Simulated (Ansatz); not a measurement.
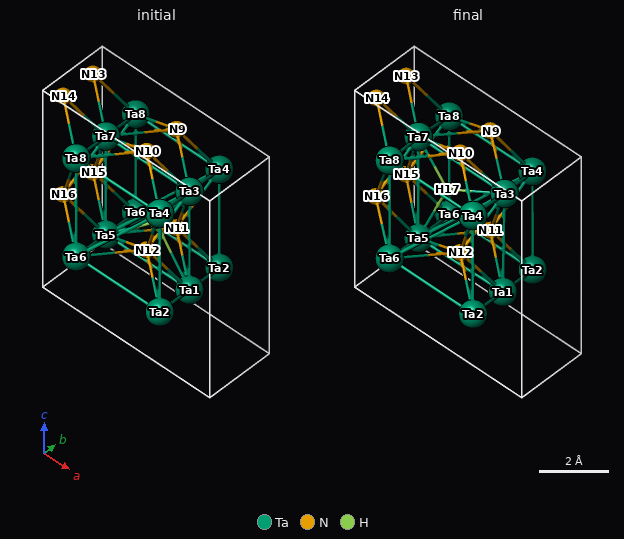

The structure of a defect cell of composition Ta8HN8 before (left) and after (right) a relaxation, at one scale.

A ball-and-stick model of the cell of the calculation, reduced to other axes (origin shifted), seen slightly off an axis. Lengths and directions refer to the drawn axes.

Case: H interstitial, charge +0, atoms relaxed. The atoms of the start lie slightly off their symmetric places, so part of the fall in energy undoes that.

Theory: DFT PBE, scalar-relativistic, plane waves, PAW (Ansatz 0.2.0). Settings: plane-wave cutoff 420 eV; k-point mesh 4 × 5 × 5; occupations gaussian; smearing width 0.1 eV; mesh shifted by (0.5, 0, 0); no spin polarisation; atoms relaxed in a fixed cell; force threshold 0.02 eV/Å; at most 60 steps.

Q: What changed between the two?

A: After 7 geometry steps the energy has fallen by 3.715 eV per cell of the calculation. Largest force component: 5.7 eV/Å at the start, 0.0033 eV/Å at the end. The atom that moves furthest is H17 (1.13 Å along [−1 0 1]). By element the largest moves are H 1.13 Å, Ta 0.11 Å, N 0.09 Å. The lattice vectors keep their values. Near-neighbour distances that change, for instance: Ta1–H17 2.212 → 3.407 Å, Ta7–H17 2.902 → 1.755 Å, Ta3–H17 1.420 → 1.755 Å, Ta5–H17 1.610 → 1.755 Å. New bonds form, among them: Ta7–H17 (2.90 → 1.76 Å). Bond angles that change, for instance: Ta3–H17–Ta5 153.5° → 120.0°. The run took 2.8 min on 4 threads of Oxide Virtual Turin-like Processor (Zen 5) (shared host), peak memory 1 GiB.

Limits of the set-up: the cell has an odd number of electrons but was run without spin polarisation; the periodic images lie only 5.8 Å apart, so the values are limited by the cell's size.
